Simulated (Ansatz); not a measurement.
# HfS$_{2}$: what the fields show

```
CELL_PARAMETERS angstrom
3.58621 0.00000 0.00000
-1.79310 3.10575 0.00000
0.00000 0.00000 5.65880
ATOMIC_POSITIONS crystal
Hf 0.00000 0.00000 0.00000
S 0.66667 0.33333 0.74196
S 0.33333 0.66667 0.25804
```

Space group P-3m1; a structure from a database of computed crystals, not necessarily the ambient phase; changed on purpose from its base cell (volume × 0.97, shape and atoms relaxed).

Method: DFT PBE+D3(BJ), scalar-relativistic, plane waves, PAW (Ansatz).

The density is the valence pseudo-density of a PAW calculation; it isn't the true density close to the nuclei.

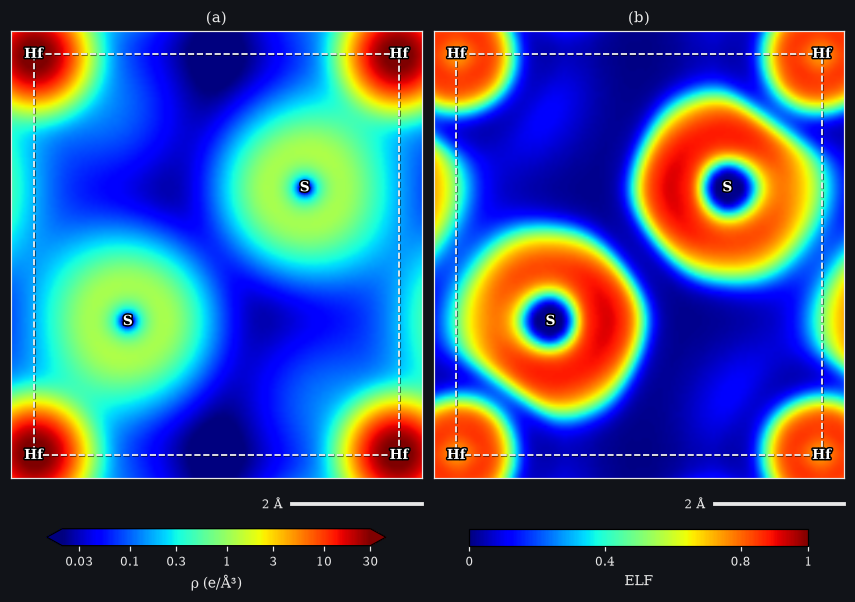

Figure 1. (a) valence pseudo-density; (b) ELF on the (110) plane of the conventional cell.

Q: What do the fields say about this system?

A:
- The plane passes through Hf and S nuclei.
- Hf–S (2.53 Å): the density is about 0.47 e/Å³ at the midpoint; the ELF peaks at about 0.85 in the valence shell of S, 0.8 Å from its nucleus, and is about 0.40 at the midpoint.
- Between the atoms the lowest density in this plane is 0.01 e/Å³.
- The features right at Hf lie inside the PAW spheres, where the map follows smoothed inner orbitals and isn't to be read closely.

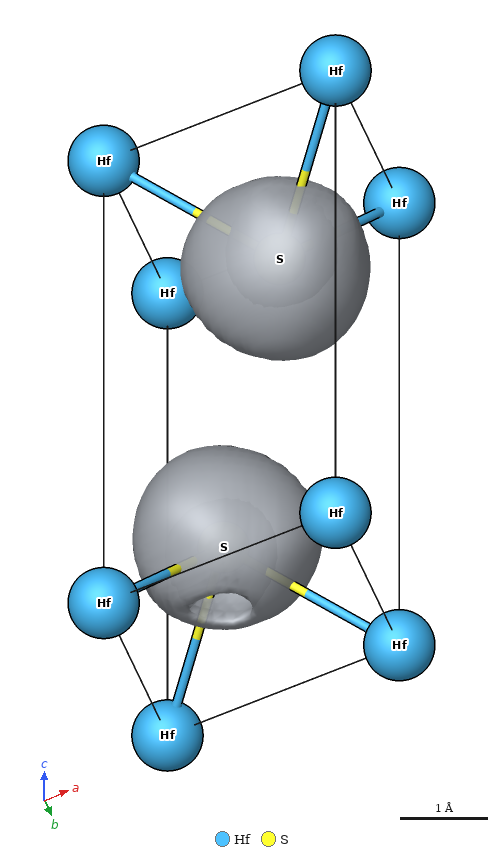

Figure 2. Isosurface of the electron localisation function at 0.8 (grey), seen at an oblique angle. Only the valence region is drawn (cores and ρ < 0.01 e/Å³ removed). Sticks mark near contacts.

Q: Describe the localisation domains.

A: At this value the surface marks out two regions wrapped around S (the valence shell of each), counted in one cell of 3 atoms. Regions shared between cells count once.

Q: Does the calculation give a band gap?

A: It is gapped, with a Kohn–Sham gap of 0.69 eV on the k-point mesh, an upper bound to the gap of this method.
